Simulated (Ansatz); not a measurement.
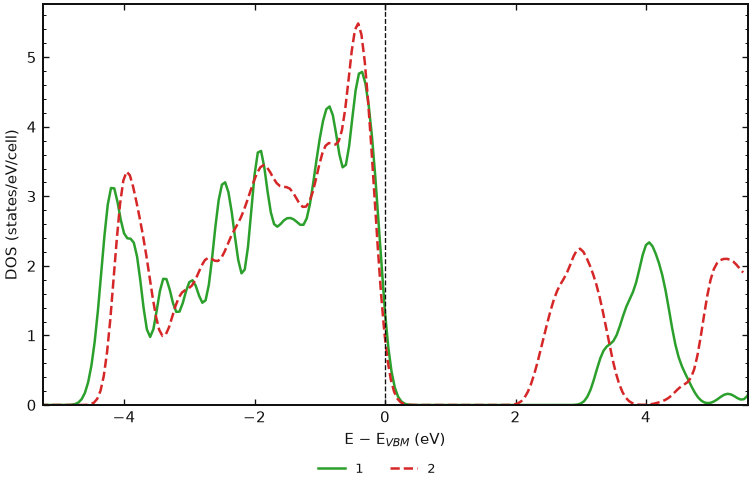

Total densities of states of CdI₂, space group P-3m1 (No. 164), 3 atoms in the cell, 1T (CdI2) bulk type, uniaxial (z) strain −5.5%, by two methods on the same cell. The curves are built from the levels of the k mesh with Gaussians 0.3 eV wide, which also blur the band edges. Each is counted from its own valence-band top.

Q: Which curve is which? The methods: PBE, HSE06.

A: 1 is HSE06; 2 is PBE. HSE06 gives a gap of 3.30 eV and PBE gives a gap of 2.27 eV.

Settings. HSE06: DFT, HSE06, plane waves, PAW, no spin polarisation, 6×6×4 k mesh, 420 eV cutoff (Ansatz). PBE: DFT, PBE, plane waves, PAW, no spin polarisation, 12×12×4 k mesh, 420 eV cutoff (Ansatz).

Spin-orbit coupling is left out, which matters for I.
